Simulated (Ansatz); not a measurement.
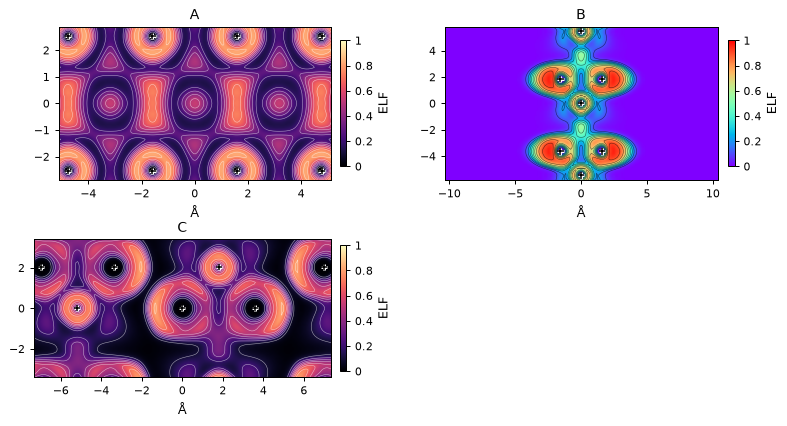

The ELF of 3 systems, each on a plane through atoms (crosses mark nuclei in the plane).

Method: DFT r2SCAN, scalar-relativistic, plane waves, PAW (Ansatz).

System 1: Te2Mo, the (110) plane of the conventional cell. Space group P6₃/mmc; computed pressure about 3 GPa in this cell; computed without spin polarisation; the program warned that the cutoff is below the recommended one.

```
Te Mo
1.0
     3.51820    0.00000    0.00000
    -1.75910    3.04685    0.00000
     0.00000    0.00000   13.97360
Te Mo
4 2
Cartesian
  0.0000 2.0312 8.6826
  1.7591 1.0156 1.6958
  0.0000 2.0312 12.2778
  1.7591 1.0156 5.2910
  0.0000 2.0312 3.4934
  1.7591 1.0156 10.4802
```

System 2: Zr, the (010) plane of the conventional cell. Space group P6₃/mmc; a generated structure, not necessarily the stable one; computed pressure about 6 GPa in this cell; the program warned that the cutoff is below the recommended one.

```xyz
2
Lattice="3.1795 0.0000 0.0000 -1.5897 2.7535 0.0000 0.0000 0.0000 5.0686" Properties=species:S:1:pos:R:3 pbc="T T T"
Zr    0.0000    1.8357    1.2671
Zr    1.5898    0.9178    3.8014
```

System 3: WS2, the (110) plane of the conventional cell. Space group P-6m2; a generated structure, not necessarily the stable one; the program warned that the cutoff is below the recommended one.

Question: Match each panel to its system.

Answer: Panel A is system 2, Zr: the plane holds Zr. Zr–Zr (3.18 Å): the ELF is about 0.20 at the midpoint (no shared electron pair shows on this line). Panel B is system 3, WS2: the plane holds W and S. W–S (2.40 Å): the ELF peaks at about 0.85 in the valence shell of S, 0.8 Å from its nucleus, and is about 0.50 at the midpoint. Panel C is system 1, Te2Mo: the plane holds Te and Mo. Te–Mo (2.71 Å): the ELF is about 0.55 at the midpoint.
